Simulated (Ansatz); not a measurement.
The Ansatz input:

```
crystal:
  lattice:
    - [3.8248883485, 0.0, 0.0]
    - [-1.9124441742, 3.3124504764, 0.0]
    - [0.0, 0.0, 26.771131736]
  atoms:
    - { symbol: Si, position: [0.6666666667, 0.3333333333, 0.3175061885] }
    - { symbol: Si, position: [0.3333333333, 0.6666666667, 0.3472707444] }
    - { symbol: Si, position: [0.3333333333, 0.6666666667, 0.4356241103] }
    - { symbol: Si, position: [0.6666666667, 0.3333333333, 0.4640922762] }
    - { symbol: Si, position: [0.6666666667, 0.3333333333, 0.5534909718] }
    - { symbol: Si, position: [0.3333333333, 0.6666666667, 0.5785402318] }
    - { symbol: O, position: [0.0, 0.0, 0.6143997543], spin: 2.0 }
    - { symbol: O, position: [0.3025514099, 0.0693793363, 0.6386796393] }
basis:
  ecutwfc: 420
kpoints:
  mp_grid: { grid: [9, 9, 1] }
hamiltonian:
  xc: pbesol
scf:
  occupations: { method: gaussian, width: 0.05 }
output:
  forces: true
  eigenvalues: true
  populations: true
  write_density: true
  write_potential: true
  elf: true
  volumetric_format: npy
magnetization:
  spin_polarized: true
relax:
  adjacent_minimum: "off"
  f_tol: 0.03
  max_steps: 70
  constraints: [{ sites: [0, 1, 2] }]
efield:
  axis: 3
  dipole_correction: true
  ramp_width: 0.04
```

Run as:
```bash
ansatz run input.yaml --threads 2 --pin off --max-ram 5120MiB --backend cpu --events-out ev --progress --plain --runs-dir out
```

What does the potential across the slab give for the work function?

The work function is 6.16 eV at the right face and 4.84 eV at the left. The vacuum level is 1.32 eV higher at the right than at the left, so the slab carries a dipole along its normal; the ramp in the vacuum, at or near the edge of the plot, is the dipole correction that keeps each side flat. Some atoms were held fixed in the relaxation, which can itself make the faces differ. The outermost atoms are 8.5 Å apart, which leaves 18.2 Å of vacuum in a cell 26.8 Å high.

Some starting moments didn't survive the run.

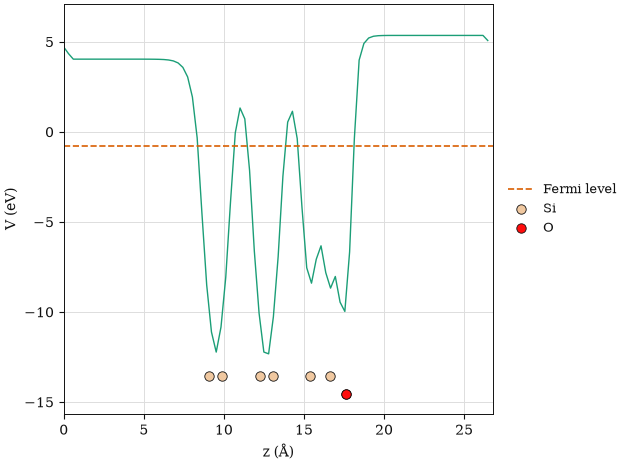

Plane-averaged electrostatic potential energy of an electron across the slab; circles at the bottom mark the heights of the atoms (positions after relaxation).
